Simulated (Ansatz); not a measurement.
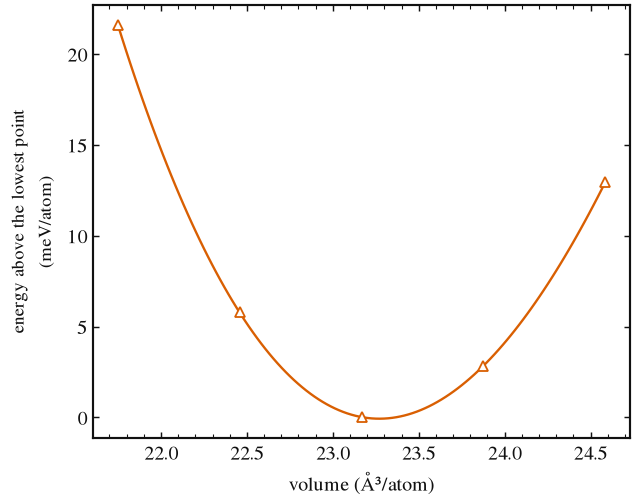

Plotted: energy above the lowest point against volume for ZnSe, space group F-43m (No. 216) (one of a set of cubic test structures, which need not be the stable phase).

Computed with Ansatz 0.2.0 development build: equation of state of a cubic crystal from periodic Kohn-Sham density functional theory without spin, third-order Birch-Murnaghan fit to the free energies; pressure corrected for the finite basis. Level: HSE06.

structure type zinc blende; atoms in cell 2; space group number 216; lattice centring face-centred primitive; k mesh 4×4×4; occupation method Fermi–Dirac; occupation width 0.05 eV; wave cutoff 700 eV; datasets hard PAW; density tolerance 0 eV; bands 22; density cutoff ratio 4; search for lower states default; exchange singularity regularized.

From this curve and the settings, what does the calculation give for the pressure at the same points?

The pressure falls from 4.852 GPa at volume 21.75 Å³/atom to −3.018 GPa at 24.59 Å³/atom, and changes sign near 23.28 Å³/atom.

```csv
volume (Å³/atom),pressure (GPa)
21.75,4.852
22.46,2.374
23.17,0.280
23.88,-1.506
24.59,-3.018
```

Note: modest k-mesh, values are not fully converged in k; pseudopotentials made with PBE, not this functional.
